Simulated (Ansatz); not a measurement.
SnSe2 (slab)

Input file:

```
crystal:
  lattice:
    - [7.6780971925, 0.0, 0.0]
    - [-3.8390485963, 6.6494272215, 0.0]
    - [0.0, 0.0, 23.5591039983]
  atoms:
    - { symbol: Se, position: [0.3333333333, 0.1666666667, 0.339571488] }
    - { symbol: Se, position: [0.3333333333, 0.6666666667, 0.339571488] }
    - { symbol: Se, position: [0.8333333333, 0.1666666667, 0.339571488] }
    - { symbol: Se, position: [0.8333333333, 0.6666666667, 0.339571488] }
    - { symbol: Sn, position: [-0.0001238512, -0.0002885494, 0.4072723369] }
    - { symbol: Sn, position: [-8.18919e-05, 0.5000646951, 0.4071688188] }
    - { symbol: Sn, position: [0.4999766892, -2.9773e-05, 0.4073503438] }
    - { symbol: Sn, position: [0.5001024191, 0.5000725053, 0.4073744622] }
    - { symbol: Se, position: [0.1659035233, 0.3332831212, 0.4747208629] }
    - { symbol: Se, position: [0.1663443968, 0.8328531769, 0.4750788269] }
    - { symbol: Se, position: [0.6671182619, 0.3333320255, 0.474945752] }
    - { symbol: Se, position: [0.6667013562, 0.8334847685, 0.4751061051] }
basis:
  ecutwfc: 420
kpoints:
  mp_grid: { grid: [3, 3, 1] }
hamiltonian:
  xc: pbe
  dispersion: d3bj
scf:
  occupations: { method: gaussian, width: 0.05 }
output:
  forces: true
  eigenvalues: true
  write_density: true
  volumetric_format: npy
efield:
  axis: 3
  dipole_correction: true
  ramp_width: 0.04
```

Launched as:

```sh
ansatz run input.yaml --threads 4 --pin off --max-ram 10240MiB --backend cpu --events-out ev --progress --plain --runs-dir out
```

All numbers below come from DFT PBE+D3(BJ), scalar-relativistic, plane waves, PAW in Ansatz 0.2.0.

Question: What will maps of the valence pseudo-density show?

Answer: Sn–Se (2.73 Å): ρ at the midpoint is about 0.39 e/Å³.

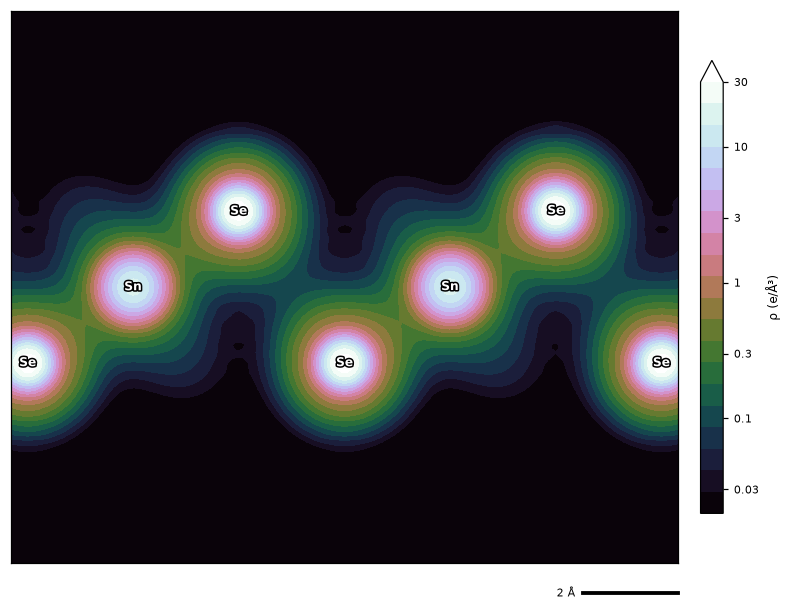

Computed valence pseudo-density on the (110) plane of the calculation cell, a cut from vacuum to vacuum. 

Core electrons are frozen (PAW), and the valence fields are smoothed inside the atomic spheres.
